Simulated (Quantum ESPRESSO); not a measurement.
## Band-structure run of Rh (part 2 of 2)

Continued. System: Rh (Fm-3m, 1 atom in the cell). Method: Kohn-Sham DFT of a periodic cell, PBEsol, PseudoDojo 0.4.1 SR PBEsol standard, no spin polarisation (Quantum ESPRESSO 7.5); cutoff 1197.3 eV, 12×12×12 k-mesh, fermi-dirac of 0.05 eV. The structure derives from an entry of the Crystallography Open Database.

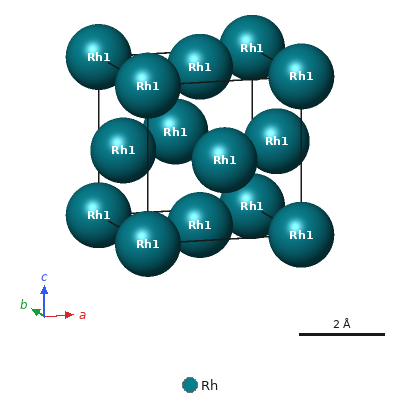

Fig. 1: The input geometry (spheres-only view of the cell 4 times as large as that of the calculation, set on its symmetry axes, seen slightly off an axis; atoms are numbered from 1 in the order of the input). An atom can appear more than once, as a periodic image.

**The program's output, continued**
```
          k = 0.3536 0.0000 0.0000 (  1299 PWs)   bands (ev):

   -56.1203 -24.0369 -23.8100 -23.8100  16.9324  17.9189  20.7056  21.1845
    21.1845  22.4111  41.0899  41.5394  41.5394  42.5969  48.4067

          k = 0.4125 0.0589-0.0589 (  1290 PWs)   bands (ev):

   -56.0983 -24.1432 -23.8498 -23.8421  17.1686  17.6692  20.5472  21.4564
    22.4879  22.7752  38.7692  40.4468  40.7113  43.7508  47.7209

          k = 0.4714 0.1179-0.1179 (  1284 PWs)   bands (ev):

   -56.0770 -24.2411 -23.9057 -23.8609  17.1977  17.8503  20.2568  21.3418
    23.2496  24.5434  35.6651  39.4338  39.9019  43.8670  49.4605

          k =-0.1768-0.5303 0.5303 (  1281 PWs)   bands (ev):

   -56.0620 -24.2953 -23.9725 -23.8616  17.2474  18.2044  20.0667  21.1188
    23.3740  26.9765  32.6902  38.1930  40.1724  43.1243  52.0495

          k =-0.1179-0.4714 0.4714 (  1276 PWs)   bands (ev):

   -56.0574 -24.2936 -24.0302 -23.8439  17.4830  18.4797  19.8975  20.9289
    22.9933  28.7755  31.1032  37.1221  41.3925  42.3606  51.8116

          k =-0.0589-0.4125 0.4125 (  1287 PWs)   bands (ev):

   -56.0645 -24.2523 -24.0472 -23.8125  17.8760  18.7161  19.4672  20.8253
    22.2733  27.4160  33.4019  36.4459  41.9797  43.3867  49.5614

          k = 0.0000-0.3536 0.3536 (  1304 PWs)   bands (ev):

   -56.0813 -24.2115 -23.9896 -23.7757  18.1857  18.7156  19.1494  20.7545
    21.5568  25.7344  36.0103  36.7728  42.0577  45.6958  47.3532

          k = 0.4714 0.0000-0.0000 (  1283 PWs)   bands (ev):

   -56.0816 -24.2107 -23.8787 -23.8787  16.9105  17.2459  22.1944  22.2575
    22.2575  22.8097  38.9044  38.9044  39.4549  44.3356  45.7954

          k = 0.5303 0.0589-0.0589 (  1283 PWs)   bands (ev):

   -56.0648 -24.2789 -23.9220 -23.9015  16.8056  17.1104  21.7909  22.3555
    23.2449  24.4452  36.7458  38.0467  38.0621  44.8490  46.5741

          k =-0.1179-0.5893 0.5893 (  1278 PWs)   bands (ev):

   -56.0525 -24.3041 -23.9942 -23.9044  16.8624  17.3509  21.2068  22.1283
    23.4485  27.0383  33.9663  36.6613  38.1547  44.4776  49.1385

          k =-0.0589-0.5303 0.5303 (  1282 PWs)   bands (ev):

   -56.0479 -24.2689 -24.0867 -23.8868  17.1122  17.8703  20.4924  21.8281
    23.1374  29.8115  31.4994  35.3990  39.2979  43.7297  52.1219

          k =-0.0000-0.4714 0.4714 (  1292 PWs)   bands (ev):

   -56.0523 -24.1803 -24.1761 -23.8532  17.5440  18.4814  19.6963  21.4209
    22.6079  29.3042  32.5831  34.7127  41.2030  42.8550  51.9085

          k = 0.5893 0.0000-0.0000 (  1278 PWs)   bands (ev):

   -56.0533 -24.3345 -23.9287 -23.9287  16.4647  16.7944  23.1171  23.2421
    23.2421  24.5322  36.5797  36.8135  36.8135  45.4831  45.5157

          k =-0.0589-0.6482 0.6482 (  1286 PWs)   bands (ev):

   -56.0455 -24.3548 -23.9640 -23.9356  16.4438  16.8053  22.7305  22.9629
    23.5519  26.4628  35.0836  35.6840  36.5991  45.4866  46.7122

          k = 0.0000-0.5893 0.5893 (  1276 PWs)   bands (ev):

   -56.0435 -24.3231 -24.0301 -23.9203  16.6914  17.1874  21.6473  22.5706
    23.3857  28.5832  33.2466  34.9318  37.5308  44.8544  49.1997

          k =-0.7071 0.0000 0.0000 (  1298 PWs)   bands (ev):

   -56.0429 -24.3791 -23.9470 -23.9470  16.2662  16.6366  23.2331  23.6700
    23.6700  25.8656  34.9571  35.9971  35.9971  45.6522  45.9243

          k = 0.2357 0.1179 0.0000 (  1294 PWs)   bands (ev):

   -56.1510 -23.9254 -23.7624 -23.7162  16.2289  18.7187  20.0569  20.3064
    21.0467  22.1519  40.2987  40.6806  43.8168  45.3115  49.1954

          k = 0.2946 0.1768-0.0589 (  1301 PWs)   bands (ev):

   -56.1246 -24.0728 -23.8113 -23.7384  17.0138  18.6387  19.7597  20.4884
    21.3969  22.8721  38.2249  40.5322  43.6371  44.9066  49.3668

          k = 0.3536 0.2357-0.1179 (  1288 PWs)   bands (ev):

   -56.0981 -24.2240 -23.8473 -23.7677  17.2091  19.3318  19.3924  20.3292
    22.2239  23.9860  35.4304  39.8112  42.3559  45.5708  48.9611

          k =-0.2946-0.4125 0.5303 (  1282 PWs)   bands (ev):

   -56.0786 -24.3348 -23.8679 -23.7932  17.0867  19.0598  20.0494  20.4486
    22.9108  25.4150  32.6447  39.1959  41.7141  44.3137  50.1204

          k =-0.2357-0.3536 0.4714 (  1278 PWs)   bands (ev):

   -56.0714 -24.3753 -23.8743 -23.8036  17.0243  18.9520  20.0170  20.8409
    23.1426  26.3866  31.1751  38.9709  41.6564  43.4736  50.8552

          k = 0.3536 0.1179 0.0000 (  1295 PWs)   bands (ev):

   -56.1150 -24.0797 -23.8343 -23.7864  17.2042  18.0531  19.9247  21.1770
    21.5605  22.8579  39.2492  40.4179  42.3910  43.7074  49.7851

          k = 0.4125 0.1768-0.0589 (  1285 PWs)   bands (ev):

   -56.0911 -24.1916 -23.8906 -23.8128  17.4969  18.1801  19.5703  21.2009
    22.3431  24.1346  36.7240  39.4793  40.9511  44.7004  49.2452

          k =-0.2357-0.4714 0.5893 (  1286 PWs)   bands (ev):

   -56.0717 -24.2792 -23.9370 -23.8363  17.4537  18.5277  19.5420  20.9586
    23.0039  25.9709  33.6930  39.1397  39.8831  44.2835  49.9105

          k =-0.1768-0.4125 0.5303 (  1281 PWs)   bands (ev):

   -56.0619 -24.3178 -23.9725 -23.8412  17.5140  18.4987  19.8949  20.7199
    23.1200  27.9096  31.3123  38.5664  39.8750  43.6381  50.3962

          k =-0.1179-0.3536 0.4714 (  1280 PWs)   bands (ev):

   -56.0645 -24.3002 -23.9866 -23.8246  17.6851  18.5481  19.7774  20.6858
    22.7607  27.4563  32.1643  37.9719  40.4501  44.1256  49.6433

          k =-0.0589-0.2946 0.4125 (  1287 PWs)   bands (ev):

   -56.0787 -24.2380 -23.9646 -23.7943  17.8954  18.8491  19.0318  20.8762
    22.0511  25.7460  34.9563  37.8679  41.1649  45.7299  47.8281

          k = 0.0000-0.2357 0.3536 (  1290 PWs)   bands (ev):

   -56.1007 -24.1561 -23.9002 -23.7618  17.8341  18.3884  19.3166  21.1015
    21.2290  24.1883  37.3963  38.7236  42.2625  45.4203  48.2513

          k = 0.4714 0.1179-0.0000 (  1293 PWs)   bands (ev):

   -56.0790 -24.2201 -23.9057 -23.8653  17.1978  17.4441  20.6042  22.2496
    22.4516  24.1149  37.7366  38.2932  39.5285  44.8458  47.3651

          k =-0.1768-0.5303 0.6482 (  1283 PWs)   bands (ev):

   -56.0621 -24.2710 -23.9693 -23.8868  17.2191  17.6201  20.3097  22.0064
    23.0826  26.1822  34.9814  37.8005  38.1581  45.1125  48.8406

          k =-0.1179-0.4714 0.5893 (  1280 PWs)   bands (ev):

   -56.0523 -24.2748 -24.0444 -23.8881  17.3552  18.0218  19.9664  21.6002
    23.2359  28.6886  32.2073  36.8075  38.3874  44.6019  50.5006

          k =-0.0589-0.4125 0.5303 (  1280 PWs)   bands (ev):

   -56.0523 -24.2352 -24.1076 -23.8669  17.7001  18.4030  19.5039  21.3041
    22.8858  29.4958  31.8725  35.6686  39.5355  44.3960  50.0570

          k = 0.0000-0.3536 0.4714 (  1283 PWs)   bands (ev):

   -56.0619 -24.2232 -24.0780 -23.8315  18.1961  18.6731  18.8416  21.2008
    22.3106  27.5829  34.7306  35.0946  40.5838  45.0089  48.5315

          k =-0.1179-0.5893 0.7071 (  1286 PWs)   bands (ev):

   -56.0525 -24.3166 -23.9576 -23.9262  16.7315  17.0305  21.6792  22.8735
    23.2392  26.1567  35.9535  36.3510  36.7790  45.7810  46.9112

          k =-0.0589-0.5303 0.6482 (  1286 PWs)   bands (ev):

   -56.0454 -24.3063 -24.0238 -23.9296  16.8867  17.3181  21.0853  22.3857
    23.4827  28.4569  33.7365  35.3996  36.7890  45.6432  49.2000

          k =-0.0000-0.4714 0.5893 (  1277 PWs)   bands (ev):

   -56.0453 -24.2471 -24.1103 -23.9062  17.2260  17.8963  20.2350  21.8540
    23.2442  30.7296  31.5441  34.6876  38.0468  45.0255  51.1561

          k =-0.7071 0.1179-0.0000 (  1288 PWs)   bands (ev):

   -56.0428 -24.3508 -23.9766 -23.9490  16.5260  16.8852  22.2553  22.8623
    23.6709  27.4798  34.6736  35.5704  35.7557  46.1116  47.0570

          k =-0.2357-0.4714 0.7071 (  1278 PWs)   bands (ev):

   -56.0717 -24.2325 -23.9789 -23.8408  17.9441  18.0104  19.2375  21.7955
    22.2441  25.9151  36.1150  36.7528  39.7546  46.2756  47.6787

          k =-0.1768-0.4125 0.6482 (  1281 PWs)   bands (ev):

   -56.0575 -24.2519 -24.0448 -23.8707  17.9349  18.2634  19.1484  21.4562
    22.8692  27.9509  33.4315  36.6055  38.6063  45.9216  48.5298

          k =-0.1179-0.3536 0.5893 (  1280 PWs)   bands (ev):

   -56.0523 -24.2565 -24.0695 -23.8836  18.0086  18.1692  19.3205  21.2315
    23.1138  29.7895  31.2297  37.2491  37.6486  45.4627  49.2967

          k =-0.1179-0.4714 0.7071 (  1279 PWs)   bands (ev):

   -56.0505 -24.2665 -24.0362 -23.9188  17.3916  17.7240  19.9642  22.0663
    23.2315  28.2389  35.0062  35.0105  36.8960  46.7623  48.5937

          k =-0.0589-0.4125 0.6482 (  1278 PWs)   bands (ev):

   -56.0453 -24.2247 -24.1099 -23.9305  17.5485  18.1938  19.4759  21.6031
    23.4563  30.5991  32.3685  35.1794  36.3087  46.8872  49.3991

          k = 0.0000-0.3536 0.5893 (  1279 PWs)   bands (ev):

   -56.0478 -24.1937 -24.1423 -23.9094  17.7966  18.6859  18.8271  21.4579
    23.2251  30.0313  33.0108  34.6048  37.3919  46.8656  48.6265

          k =-0.7071 0.2357 0.0000 (  1280 PWs)   bands (ev):

   -56.0427 -24.2730 -24.0570 -23.9530  17.1609  17.6195  20.3883  21.9947
    23.6726  29.9074  34.1512  34.2836  35.4648  46.9155  50.2374

          k =-0.7071 0.3536 0.0000 (  1256 PWs)   bands (ev):

   -56.0427 -24.1657 -24.1657 -23.9549  17.5807  18.8060  18.8060  21.4545
    23.6734  32.2878  32.2878  33.9327  35.3548  48.5910  48.5910

     the Fermi energy is    22.6927 ev

!    total energy              =    -234.43139334 Ry
     estimated scf accuracy    <          3.6E-11 Ry
     smearing contrib. (-TS)   =      -0.00059944 Ry
     internal energy E=F+TS    =    -234.43079390 Ry

     The total energy is F=E-TS. E is the sum of the following terms:
     one-electron contribution =     -49.56941747 Ry
     hartree contribution      =      37.47564330 Ry
     xc contribution           =     -37.60874625 Ry
     ewald contribution        =    -184.72827348 Ry

     convergence has been achieved in   9 iterations

     Forces acting on atoms (cartesian axes, Ry/au):

     atom    1 type  1   force =     0.00000000    0.00000000    0.00000000

     Total force =     0.000000     Total SCF correction =     0.000000

     Computing stress (Cartesian axis) and pressure

          total   stress  (Ry/bohr**3)                   (kbar)     P=      -33.17
  -0.00022547  -0.00000000  -0.00000000          -33.17       -0.00       -0.00
  -0.00000000  -0.00022547  -0.00000000           -0.00      -33.17       -0.00
   0.00000000  -0.00000000  -0.00022547            0.00       -0.00      -33.17

=------------------------------------------------------------------------------=
   JOB DONE.
=------------------------------------------------------------------------------=
```

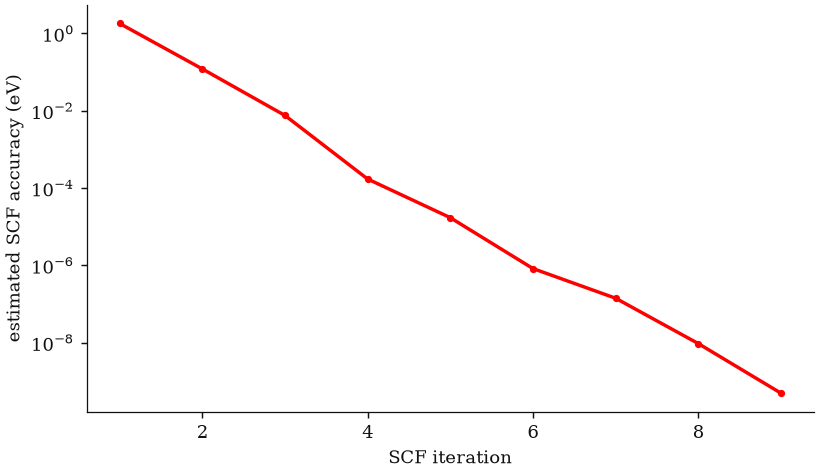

Fig. 2: Convergence of the self-consistent field: estimated SCF accuracy against the iteration. The field takes 9 iterations in all.

The run was set up as follows.

**Input**
```
&CONTROL
  calculation = 'scf'
  prefix = 'pwscf'
  outdir = './tmp'
  pseudo_dir = './pseudo'
  tprnfor = .true.
  tstress = .true.
  disk_io = 'low'
/
&SYSTEM
  ibrav = 0
  nat = 1
  ntyp = 1
  ecutwfc = 88
  nbnd = 15
  occupations = 'smearing'
  smearing = 'fd'
  degauss = 0.00367493
/
&ELECTRONS
  conv_thr = 2d-10
  electron_maxstep = 120
  mixing_beta = 0.5
/
ATOMIC_SPECIES
Rh   102.9055 Rh.upf
CELL_PARAMETERS bohr
   0.0000000000    3.5864167256    3.5864167256
   3.5864167256    0.0000000000    3.5864167256
   3.5864167256    3.5864167256    0.0000000000
ATOMIC_POSITIONS bohr
Rh     0.0000000000    0.0000000000    0.0000000000
K_POINTS automatic
12 12 12 0 0 0
```

**File bands.in**
```
&CONTROL
  calculation = 'bands'
  prefix = 'pwscf'
  outdir = './tmp'
  pseudo_dir = './pseudo'
  disk_io = 'low'
  verbosity = 'high'
/
&SYSTEM
  ibrav = 0
  nat = 1
  ntyp = 1
  ecutwfc = 88
  nbnd = 15
  occupations = 'smearing'
  smearing = 'fd'
  degauss = 0.00367493
/
&ELECTRONS
  conv_thr = 1d-08
  electron_maxstep = 120
  mixing_beta = 0.5
  diago_full_acc = .true.
  startingwfc = 'random'
/
ATOMIC_SPECIES
Rh   102.9055 Rh.upf
CELL_PARAMETERS bohr
   0.0000000000    3.5864167256    3.5864167256
   3.5864167256    0.0000000000    3.5864167256
   3.5864167256    3.5864167256    0.0000000000
ATOMIC_POSITIONS bohr
Rh     0.0000000000    0.0000000000    0.0000000000
K_POINTS crystal
60
 0.0000000000  0.0000000000  0.0000000000 1
 0.0625000000  0.0000000000  0.0625000000 1
 0.1250000000  0.0000000000  0.1250000000 1
 0.1875000000  0.0000000000  0.1875000000 1
 0.2500000000  0.0000000000  0.2500000000 1
 0.3125000000  0.0000000000  0.3125000000 1
 0.3750000000  0.0000000000  0.3750000000 1
 0.4375000000  0.0000000000  0.4375000000 1
 0.5000000000  0.0000000000  0.5000000000 1
 0.5000000000  0.0625000000  0.5625000000 1
 0.5000000000  0.1250000000  0.6250000000 1
 0.5000000000  0.1875000000  0.6875000000 1
 0.5000000000  0.2500000000  0.7500000000 1
 0.4375000000  0.3125000000  0.7500000000 1
 0.3750000000  0.3750000000  0.7500000000 1
 0.3375000000  0.3375000000  0.6750000000 1
 0.3000000000  0.3000000000  0.6000000000 1
 0.2625000000  0.2625000000  0.5250000000 1
 0.2250000000  0.2250000000  0.4500000000 1
 0.1875000000  0.1875000000  0.3750000000 1
 0.1500000000  0.1500000000  0.3000000000 1
 0.1125000000  0.1125000000  0.2250000000 1
 0.0750000000  0.0750000000  0.1500000000 1
 0.0375000000  0.0375000000  0.0750000000 1
 0.0000000000  0.0000000000  0.0000000000 1
 0.0625000000  0.0625000000  0.0625000000 1
 0.1250000000  0.1250000000  0.1250000000 1
 0.1875000000  0.1875000000  0.1875000000 1
 0.2500000000  0.2500000000  0.2500000000 1
 0.3125000000  0.3125000000  0.3125000000 1
 0.3750000000  0.3750000000  0.3750000000 1
 0.4375000000  0.4375000000  0.4375000000 1
 0.5000000000  0.5000000000  0.5000000000 1
 0.5250000000  0.4500000000  0.5250000000 1
 0.5500000000  0.4000000000  0.5500000000 1
 0.5750000000  0.3500000000  0.5750000000 1
 0.6000000000  0.3000000000  0.6000000000 1
 0.6250000000  0.2500000000  0.6250000000 1
 0.5833333333  0.2500000000  0.6666666667 1
 0.5416666667  0.2500000000  0.7083333333 1
 0.5000000000  0.2500000000  0.7500000000 1
 0.5000000000  0.2857142857  0.7142857143 1
 0.5000000000  0.3214285714  0.6785714286 1
 0.5000000000  0.3571428571  0.6428571429 1
 0.5000000000  0.3928571429  0.6071428571 1
 0.5000000000  0.4285714286  0.5714285714 1
 0.5000000000  0.4642857143  0.5357142857 1
 0.5000000000  0.5000000000  0.5000000000 1
 0.4821428571  0.4821428571  0.5357142857 1
 0.4642857143  0.4642857143  0.5714285714 1
 0.4464285714  0.4464285714  0.6071428571 1
 0.4285714286  0.4285714286  0.6428571429 1
 0.4107142857  0.4107142857  0.6785714286 1
 0.3928571429  0.3928571429  0.7142857143 1
 0.3750000000  0.3750000000  0.7500000000 1
 0.6250000000  0.2500000000  0.6250000000 1
 0.5937500000  0.1875000000  0.5937500000 1
 0.5625000000  0.1250000000  0.5625000000 1
 0.5312500000  0.0625000000  0.5312500000 1
 0.5000000000  0.0000000000  0.5000000000 1
```

Run as:
```bash
OMP_NUM_THREADS=1 mpirun -n 2 pw.x -nk 2 -in pw.in > pw.out
OMP_NUM_THREADS=1 mpirun -n 2 pw.x -nk 2 -in bands.in > bands.out
```

**Summary**

```json
{"quantity": "outcome", "value": "converged"}
{"quantity": "space group (tolerance 0.01 Å)", "value": "Fm-3m (225)"}
{"quantity": "electrons treated", "value": "17"}
{"quantity": "free energy", "value": "−3189.6016 eV"}
{"quantity": "Fermi energy", "value": "22.693 eV"}
{"quantity": "gap on the k-point mesh", "value": "none (metallic)"}
{"quantity": "pressure", "value": "−3.32 GPa"}
{"quantity": "largest force (length of the vector)", "value": "under 0.001 eV/Å"}
{"quantity": "hardware", "value": "2 threads of AMD EPYC (Zen 5), 32 GiB of memory available, shared host"}
{"quantity": "wall time", "value": "8.9 s (CPU time 17 s)"}
{"quantity": "peak memory", "value": "0.18 GiB"}
```
